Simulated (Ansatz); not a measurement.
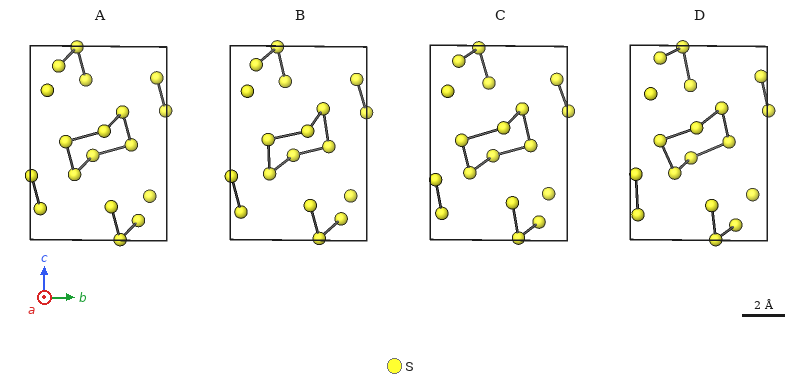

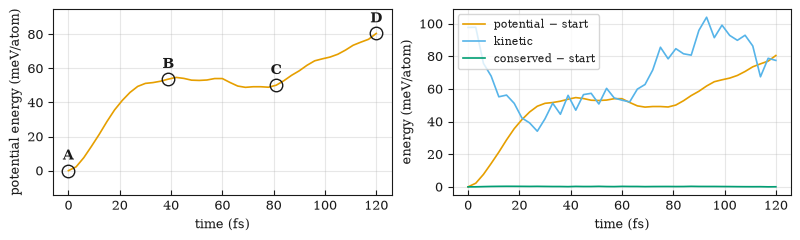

Molecular dynamics of an 18-atom cell of S (set up in R-3), 120 fs long. Frames (A at 0 fs, B at 39 fs, C at 81 fs, D at 120 fs) and the history of the run. Style: ball-and-stick. Shown: the simulation cell, along the a axis.

The calculation used Ansatz 0.2.0, DFT PBE+D3(BJ), scalar-relativistic, plane waves, PAW. Set-up: plane-wave cutoff 420 eV; k-point mesh 2 × 2 × 2; Fermi-Dirac smearing 0.0689 eV; volume 1.02 times that of the relaxed crystal; Langevin thermostat and barostat (NPT); set temperature 800 K; time step 3 fs; friction 0.02 per fs; target pressure 0 GPa.

Input
```yaml
crystal:
  lattice:
    - [0.0, -6.2569182515, -2.8353139211]
    - [5.4186501552, 3.1284591257, -2.8353139211]
    - [5.4186501552, -3.1284591257, 7.0882848028]
  atoms:
    - { symbol: S, position: [0.4021666667, 0.7401666667, 0.4933333333] }
    - { symbol: S, position: [0.7355, 0.0735, 0.16] }
    - { symbol: S, position: [0.0688333333, 0.4068333333, 0.8266666667] }
    - { symbol: S, position: [0.4288333333, 0.3243333333, 0.3376666667] }
    - { symbol: S, position: [0.7621666667, 0.6576666667, 0.0043333333] }
    - { symbol: S, position: [0.0955, 0.991, 0.671] }
    - { symbol: S, position: [0.775, 0.5415, 0.563] }
    - { symbol: S, position: [0.1083333333, 0.8748333333, 0.2296666667] }
    - { symbol: S, position: [0.4416666667, 0.2081666667, 0.8963333333] }
    - { symbol: S, position: [0.5978333333, 0.2598333333, 0.5066666667] }
    - { symbol: S, position: [0.9311666667, 0.5931666667, 0.1733333333] }
    - { symbol: S, position: [0.2645, 0.9265, 0.84] }
    - { symbol: S, position: [0.5711666667, 0.6756666667, 0.6623333333] }
    - { symbol: S, position: [0.9045, 0.009, 0.329] }
    - { symbol: S, position: [0.2378333333, 0.3423333333, 0.9956666667] }
    - { symbol: S, position: [0.225, 0.4585, 0.437] }
    - { symbol: S, position: [0.5583333333, 0.7918333333, 0.1036666667] }
    - { symbol: S, position: [0.8916666667, 0.1251666667, 0.7703333333] }
basis:
  ecutwfc: 420
kpoints:
  mp_grid: { grid: [2, 2, 2], shift: [0.5, 0.5, 0.5] }
hamiltonian:
  xc: pbe
  dispersion: d3bj
scf:
  occupations: { method: fermi_dirac, width: 0.0689 }
  lower_state_search: "off"
  convergence: { dr2_threshold: 1.0e-07 }
output:
  forces: true
  stress: true
md:
  timestep: 3.0
  n_steps: 40
  ensemble: npt_langevin
  temperature: 800.0
  initial_velocities: maxwell_boltzmann
  seed: 10260
  friction: 0.02
  pressure: 0.0
```

Run as
```bash
ansatz run input.yaml --threads 4 --pin off --max-ram 5120MiB --backend cpu --events-out ev --progress --plain --runs-dir out
```

What happens in this trajectory?

Answer. Over the second half the temperature averages 621 K (spread ±111 K). The potential energy is still drifting at the end, so the run hasn't reached equilibrium. The potential energy in the second half lies on average 60.6 meV per atom above the first frame. The mean pressure there is −0.5 GPa. The volume ends +0.7 % from the start. Root-mean-square distances from the starting positions over the second half, with the common drift of all atoms taken out: S 0.23 Å. The heavy atoms stay within a fraction of a molecule's size of their starting places; so short a run doesn't tell a liquid from a solid.

The run took 2.1 min on 4 threads of Arm Neoverse V1, with other jobs on the host, peak memory 0.92 GiB.
